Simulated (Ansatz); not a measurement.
# Run report: NaI, geometry relaxation (part 3 of 3)

NaI (R3m, 2 atoms in the cell); DFT, PBEsol, plane waves, PAW, no spin polarisation (Ansatz 0.2.0); cutoff 420 eV, 6×6×6 k-mesh, Fermi–Dirac smearing of 0.03 eV. The structure was built on a prototype by a generator.

Geometry of the input (Å; fractional positions):
```
1.9257  1.1118  5.1915
-1.9257  1.1118  5.1915
0.0000  -2.2236  5.1915
Na 0.9997  0.9997  0.9997
I  0.3328  0.3328  0.3328
```

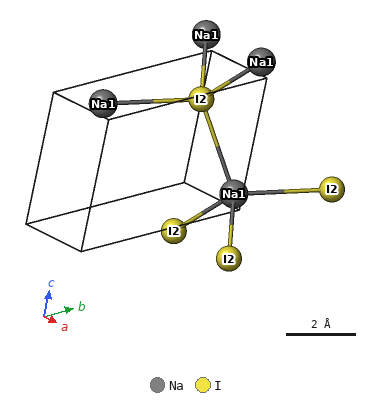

*The geometry at step 17 of the log (ball-and-stick view of the reduced cell, seen slightly off an axis; bonded neighbours outside the cell are drawn too; atoms are numbered from 1 in the order of the input).*

Key numbers:

```json
{"quantity": "outcome", "value": "converged"}
{"quantity": "space group (tolerance 0.01 Å)", "value": "R3m (160)"}
{"quantity": "electrons treated", "value": "26"}
{"quantity": "free energy", "value": "−8910.5071 eV"}
{"quantity": "Fermi energy", "value": "2.505 eV"}
{"quantity": "gap on the k-point mesh", "value": "3.74 eV"}
{"quantity": "pressure", "value": "0.02 GPa"}
{"quantity": "final volume", "value": "87.81 Å³"}
{"quantity": "largest force (length of the vector) at the end", "value": "under 0.001 eV/Å"}
{"quantity": "final cell", "value": "a = 5.007 Å, b = 5.007 Å, c = 5.007 Å, α = 59.52°, β = 59.52°, γ = 59.52°"}
{"quantity": "hardware", "value": "2 threads of Arm Neoverse V2, 24 GiB of memory available, shared host"}
{"quantity": "wall time", "value": "31 s (CPU time 61 s)"}
{"quantity": "peak memory", "value": "0.4 GiB"}
```
